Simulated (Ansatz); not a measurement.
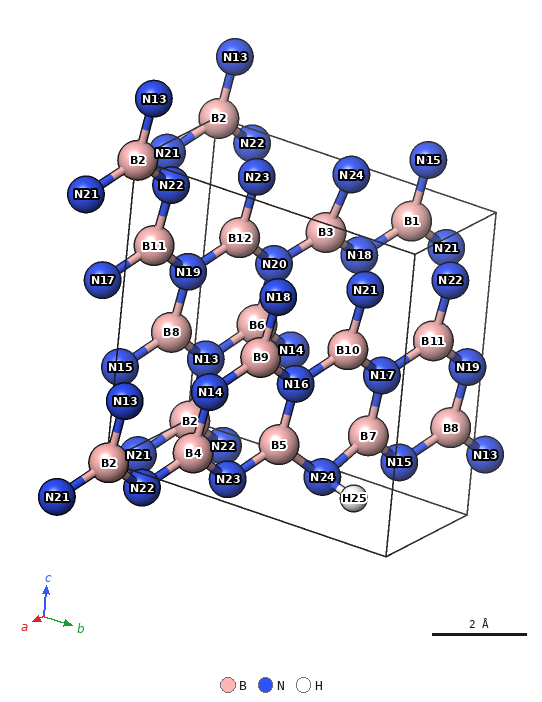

*The input geometry (ball-and-stick view of the cell of the calculation, seen slightly off an axis; bonded neighbours outside the cell are drawn too; atoms are numbered from 1 in the order of the input).*

Near neighbours in the crystal (not all of them lie inside the picture): B has 3 N at 1.42 to 1.53 Å; N has 3 B at 1.42 to 1.45 Å; N has 3 B at 1.53 Å and 1 H at 1.05 Å; H has 1 N at 1.05 Å.

Run report: B12HN12 (charge +1), single-point calculation

- system: B12HN12 (defect cell, 25 atoms in the cell, total charge +1)
- method: DFT, PBE, dispersion d3bj, plane waves, PAW, no spin polarisation (Ansatz 0.2.0)

The structure derives from a Materials Project entry. Figures and captions count atoms from 1; the log counts them from 0 in places.

### Input file
```yaml
crystal:
  lattice:
    - [-3.7615274009, -3.3394822066, -4.3376638254]
    - [3.7615274009, -3.3394822066, 4.3376638254]
    - [-3.7615274009, 3.3394822066, 4.3376638254]
  atoms:
    - { symbol: B, position: [0.1639942746, 0.7534787563, 0.9166835792] }
    - { symbol: B, position: [1.0035557362, 0.0082341266, -0.0008852264] }
    - { symbol: B, position: [0.3289267957, 0.5048197133, 0.8234794125] }
    - { symbol: B, position: [0.8299034732, 0.2514629791, 0.0842195956] }
    - { symbol: B, position: [0.676146192, 0.5052801854, 0.1702657231] }
    - { symbol: B, position: [0.1615535302, 0.2513465615, 0.4159522556] }
    - { symbol: B, position: [0.5023666676, 0.7655028608, 0.2575366824] }
    - { symbol: B, position: [0.328403008, 0.0019001987, 0.3348686611] }
    - { symbol: B, position: [0.991802678, 0.4969908164, 0.4995520621] }
    - { symbol: B, position: [0.8312731274, 0.7535605803, 0.5838814747] }
    - { symbol: B, position: [0.6613233063, 0.0017938481, 0.6678993669] }
    - { symbol: B, position: [0.4964662589, 0.252074661, 0.7500141435] }
    - { symbol: "N", position: [0.163027274, 0.0860315893, 0.249318628] }
    - { symbol: "N", position: [0.9932854352, 0.3322796043, 0.3334003051] }
    - { symbol: "N", position: [0.3286953162, 0.8352458395, 0.1674182289] }
    - { symbol: "N", position: [0.8277085221, 0.5830811396, 0.4166824208] }
    - { symbol: "N", position: [0.6621837266, 0.8352022089, 0.5009510595] }
    - { symbol: "N", position: [0.1604697329, 0.5827868298, 0.7497428347] }
    - { symbol: "N", position: [0.4946840341, 0.0843571411, 0.5840810358] }
    - { symbol: "N", position: [0.32887623, 0.334921387, 0.666293364] }
    - { symbol: "N", position: [1.0010555939, 0.8393247544, 0.8326696686] }
    - { symbol: "N", position: [0.8309081182, 0.0858076963, 0.9174298372] }
    - { symbol: "N", position: [0.6633917595, 0.335285319, 1.0004551678] }
    - { symbol: "N", position: [0.5403709908, 0.6299059807, 0.0838091643] }
    - { symbol: H, position: [0.6968396872, 0.7877521323, 0.0841797892] }
total_charge: 1
basis:
  ecutwfc: 420
  xc_grid: 2
kpoints:
  mp_grid: { grid: [2, 2, 2], shift: [0.5, 0.5, 0.5] }
hamiltonian:
  xc: pbe
  dispersion: d3bj
scf:
  occupations: { method: gaussian, width: 0.02 }
  lower_state_search: standard
output:
  forces: true
  eigenvalues: true
```

Launch command:
```bash
ansatz run input.yaml --threads 4 --pin off --max-ram 8192MiB --backend cpu --events-out ev --progress --plain --runs-dir out
```

### What the program printed
```
Engine: ansatz 0.2.0, aarch64-unknown-linux-gnu
Pseudopotentials: kind: paw
Pseudopotential: B, paw, valence charge 3, recommended cutoff 420 eV (normal), B.paw.azcp
Pseudopotential: N, paw, valence charge 5, recommended cutoff 420 eV (normal), N.paw.azcp
Pseudopotential: H, paw, valence charge 1, recommended cutoff 420 eV (normal), H.paw.azcp
Functional definition: PBE
  parameter kappa = 0.804
  parameter beta = 0.06672455060314922
  exchange = pbe_x(kappa = kappa, mu = beta*pi^2/3)
  correlation = pbe_c(beta = beta)
Crystal: 25 atoms, lattice volume = 217.951 Å³
Basis set: ecut = 420 eV, 4277 PW (Γ), exchange–correlation on 90×90×90 points (8 copies of the dense FFT grid, shifted against one another)
Bands: 73, of which v1, the nominal top of the filled ones, is band 48 counted from 1 (47 counted from 0)
Symmetry: 1 space group operations
Space group: P1 (ITA 1), of the structure as read, at distance tolerance 6.0e-5 Å
k-points: 4 of 8 (time reversal used)
Non-local potential: B, projectors of the file, l = 0: 2, l = 1: 2, l = 2: 1
Non-local potential: N, projectors of the file, l = 0: 2, l = 1: 2, l = 2: 1
Non-local potential: H, projectors of the file, l = 0: 2, l = 1: 1
PAW form: soft (Blöchl's): semilocal exchange-correlation on the pseudo side does not see the compensation charge
PAW one-centre angular grid: B, 110 points (default); XC on 64 Gauss nodes
PAW one-centre angular grid: N, 110 points (default); XC on 64 Gauss nodes
PAW one-centre angular grid: H, 110 points (default); XC on 64 Gauss nodes
Initial density: superposition of atomic densities (neutral atoms scaled as one to the charged cell's electrons: chi_scale 0, normalization atom), corrected by the library's trained network
Initial wavefunctions: pseudopotential atomic-orbital guess
Functional: x = pbe(κ = 0.804, μ = 0.2195149727645171), c = pbe(β = 0.06672455060314922)
SCF iter   1: F=—  HF=-6533.873750 eV  |F-HF|=—  |Δ(HF+E_count)|=         —  Δρ=1.36e-2  dr2=4.04e-1  ethr=1.77e-3  ⟨swp⟩=6.0  Hψ=1319  notcnv=0  defer=47
preconditioner: auto → Resta (q_TF=auto, 2.380 Å⁻¹)  ε∞=3.4  [insulator: Δε(μ)=4.057 eV  Ē_g=15.968 eV  σ=0.020 eV  W_gap=1.00  n_scr=58 (ndim 8)  ℏωp=24.6 eV  f_vac=0.007  D(μ)=0.00/eV (n_scr^D=0)  ε∞_Penn≈3.4]
SCF iter   2: F=—  HF=-6533.760264 eV  |F-HF|=—  |Δ(HF+E_count)|=   1.13e-1  Δρ=3.30e-3  dr2=2.86e-2  ethr=4.21e-4  ⟨swp⟩=2.2  Hψ=506  notcnv=0  defer=72
SCF iter   3: F=—  HF=-6533.756608 eV  |F-HF|=—  |Δ(HF+E_count)|=   3.66e-3  Δρ=1.60e-3  dr2=7.64e-3  ethr=2.98e-5  ⟨swp⟩=3.0  Hψ=438  notcnv=0  defer=4
automatic band count: iteration 3 solves 56 bands in place of 73: the levels show a gap, and the empty bands left out lie too high to hold charge; the band table lists the bands solved (type scf.n_extra_bands for more)
SCF iter   4: F=—  HF=-6533.755556 eV  |F-HF|=—  |Δ(HF+E_count)|=   1.05e-3  Δρ=3.09e-4  dr2=2.64e-4  ethr=7.95e-6  ⟨swp⟩=2.8  Hψ=422  notcnv=0  defer=4
SCF iter   5: F=—  HF=-6533.755663 eV  |F-HF|=—  |Δ(HF+E_count)|=   1.07e-4  Δρ=1.53e-4  dr2=4.90e-5  ethr=2.75e-7  ⟨swp⟩=2.0  Hψ=406  notcnv=0  defer=4
SCF iter   6: F=—  HF=-6533.755628 eV  |F-HF|=—  |Δ(HF+E_count)|=   3.49e-5  Δρ=3.41e-5  dr2=2.21e-6  ethr=5.10e-8  ⟨swp⟩=2.0  Hψ=412  notcnv=0  defer=4
SCF iter   7: F=—  HF=-6533.755632 eV  |F-HF|=—  |Δ(HF+E_count)|=   3.82e-6  Δρ=8.16e-6  dr2=1.29e-7  ethr=2.30e-9  ⟨swp⟩=2.0  Hψ=412  notcnv=0  defer=4
SCF iter   8: F=-6533.755632 eV  HF=-6533.755632 eV  |F-HF|=2.40e-8  |Δ(HF+E_count)|=   1.55e-7  Δρ=4.82e-6  dr2=4.60e-8  ethr=1.04e-10  ⟨swp⟩=9.8  Hψ=932  notcnv=0
SCF 1 converged in 8 iterations: F = -6533.755632 eV  dr2 = 4.60e-8
  greatest PAW one-centre occupation: 0.798 electrons in one spin orbital (limit 2), on the N atom at site 17 (counted from 0), in its partial waves of l = 0
SCF converged after 8 iterations
Free energy (F): -6533.755632 eV
Harris-Foulkes:  -6533.755632 eV  (|F-HF|=2.40e-8)
Internal energy: -6533.755632 eV  (E = F + TS)
E sigma→0 (E₀):  -6533.755632 eV
Fermi energy:    6.743915 eV
--- Per-component energies (eV) ---
  E_band       = -237.634971
  E_kinetic    = 2199.558536
  E_local      = -4180.212977  (includes V_loc(G=0)·N_el)
  E_nonlocal   = 693.812994
  E_hartree    = 1347.758719
  E_xc         = -1106.234849
  E_vxc        = -1372.400426  (∫ρ·V_xc dr)
  E_paw        = -2481.525217  (= ΣΔE_a)
  E_vpaw       = -273.910751  (= ΣTr[D̂ρ^β])
  E_aug_tail   = 0.000001  (compensation charges beyond the density's cutoff)
  E_ewald      = -3003.422913
  E_disp       = -3.489926  (pairwise vdW)
  E_smearing   = -0.000000  (= −TS)
  E_closure    = -0.000000  (closes the sum)
  E_deformation_potential = 13.655772  (in the stress; not in F)
  Σ components = -6533.755632   (vs F -6533.755632, Δ=0.00e0)
--- Forces (eV/Å), atoms counted from 1 ---
  atom   1  B     -0.00096941    -0.00054505    -0.00062019
  atom   2  B      0.00178209     0.00925343     0.00752271
  atom   3  B      0.00109821     0.00705120     0.00361021
  atom   4  B     -0.00035463     0.00044927    -0.00120377
  atom   5  B      0.00058339     0.00972215     0.00269465
  atom   6  B      0.00169973    -0.00168626     0.00100374
  atom   7  B      0.00098854     0.00240574    -0.00429848
  atom   8  B     -0.00360258    -0.00108903    -0.00035865
  atom   9  B     -0.00064745     0.00549732    -0.00130301
  atom  10  B      0.00144491    -0.00056401    -0.00098761
  atom  11  B      0.00138604    -0.00199868    -0.00096831
  atom  12  B     -0.00085063    -0.00195208    -0.00143448
  atom  13  N      0.00346372    -0.00202324     0.00031667
  atom  14  N     -0.00008792    -0.00231663     0.00114006
  atom  15  N      0.00032349    -0.00206092     0.00042132
  atom  16  N      0.00037027     0.00018150     0.00183138
  atom  17  N      0.00050475    -0.00271945    -0.00042612
  atom  18  N      0.00000116    -0.00020609     0.00074585
  atom  19  N      0.00032136    -0.00149712    -0.00008691
  atom  20  N      0.00003421    -0.00140231    -0.00138052
  atom  21  N     -0.00022760    -0.00111548    -0.00175922
  atom  22  N     -0.00268468    -0.00582493    -0.00029692
  atom  23  N      0.00178649     0.00062778    -0.00030474
  atom  24  N     -0.00127765    -0.00737040    -0.00170410
  atom  25  H     -0.00509584    -0.00081289    -0.00214191
  max |Σ_I F_I| component: 1.17e-5 eV/Å
--- Band table (eV) ---
  k-point 0: bands = ["-13.1847", "-12.1580", "-12.1077", "-12.0987", "-10.9947", "-10.1995", "-10.1712", "-10.1702", "-10.0762", "-9.8502", "-9.8156", "-9.7297", "-3.7663", "-3.6759", "-3.6356", "-3.5228", "-2.9939", "-2.8910", "-2.6980", "-2.6752", "-2.1089", "-0.5860", "-0.3253", "-0.3032", "-0.2844", "-0.1849", "-0.1461", "-0.0204", "0.0439", "0.4278", "0.4703", "0.5007", "0.8597", "0.9978", "1.0672", "1.1539", "1.6481", "2.1402", "2.2796", "2.3327", "2.3557", "3.2233", "3.2548", "3.2756", "3.5057", "3.7950", "3.8332", "3.8505", "9.0743", "9.8418", "9.9206", "10.0932", "10.4632", "10.8058", "10.9211", "10.9486"]
  k-point 1: bands = ["-13.3190", "-12.2791", "-11.6944", "-11.4613", "-11.3617", "-10.7978", "-10.4770", "-10.4183", "-10.3743", "-9.8350", "-9.2839", "-9.2385", "-4.1179", "-3.2029", "-3.1628", "-3.1082", "-2.9317", "-2.8786", "-2.8031", "-2.4160", "-2.3394", "-2.1781", "-0.8044", "-0.7578", "-0.4078", "-0.2945", "0.0086", "0.4307", "0.4957", "0.5633", "0.6459", "0.6755", "0.8567", "0.9049", "1.2108", "1.4285", "1.5591", "1.7764", "1.8697", "2.1224", "2.8589", "2.9478", "2.9512", "3.4158", "3.4191", "3.7434", "4.4675", "4.7963", "9.2017", "9.4328", "9.4478", "10.0960", "10.9303", "10.9452", "11.0396", "11.9242"]
  k-point 2: bands = ["-13.2365", "-12.3968", "-11.8442", "-11.4566", "-11.3054", "-11.2082", "-10.4078", "-9.9168", "-9.7789", "-9.7433", "-9.6336", "-9.4662", "-4.1470", "-4.1063", "-3.9226", "-3.6402", "-3.0705", "-2.8418", "-2.4528", "-1.2399", "-1.0880", "-0.9268", "-0.8194", "-0.7594", "-0.6821", "-0.6316", "-0.5853", "-0.2120", "0.5732", "0.5995", "0.7930", "0.8260", "0.8675", "0.8780", "0.9620", "1.1112", "1.7340", "1.8511", "2.0583", "2.5032", "2.6931", "2.7118", "2.8134", "3.3608", "3.8068", "3.8514", "4.1674", "4.7222", "8.6915", "9.3557", "9.6957", "10.1001", "10.4186", "10.6308", "10.7813", "11.7716"]
  k-point 3: bands = ["-13.2832", "-12.4606", "-11.8059", "-11.2280", "-11.0147", "-10.9948", "-10.7335", "-10.4179", "-9.8903", "-9.6973", "-9.5782", "-9.5118", "-3.5063", "-3.4742", "-3.3896", "-3.2891", "-3.0744", "-2.8873", "-2.5244", "-1.8360", "-1.6831", "-1.6056", "-1.4948", "-1.2137", "-1.1729", "-1.0424", "-1.0308", "-0.2997", "0.7604", "0.9952", "1.0895", "1.1215", "1.1323", "1.2666", "1.3028", "1.3428", "1.7673", "2.0840", "2.3440", "2.4521", "2.6905", "2.8540", "2.9964", "3.2385", "3.6711", "3.7210", "4.3316", "4.4990", "9.1634", "9.8713", "9.8833", "10.2013", "10.2140", "10.3816", "11.4187", "12.2602"]
```

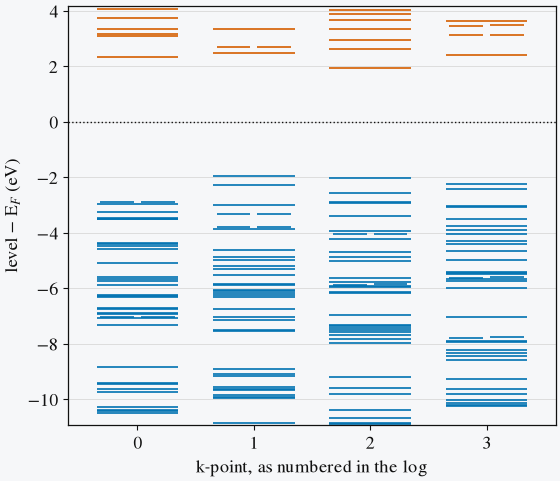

*Kohn–Sham levels near the Fermi level (dotted) at the few k-points that the log prints; levels within 0.02 eV of each other stand side by side.*

Among these points the highest filled and lowest empty levels are 3.90 eV apart, which is the gap on the mesh.

### Results in brief

```tsv
quantity	value
outcome	converged
electrons treated	96
free energy	−6533.7556 eV
Fermi energy	6.744 eV
gap on the k-point mesh	3.90 eV
largest force (length of the vector)	0.012 eV/Å
hardware	4 threads of Arm Neoverse V2, 24 GiB of memory available, shared host
wall time	1.7 s (CPU time 6.1 s)
peak memory	0.56 GiB
```

### Remarks

Settings chosen away from the usual ones: scf.lower_state_search set to standard. The k-point mesh is coarse for a cell of this size, so the results may not be converged.
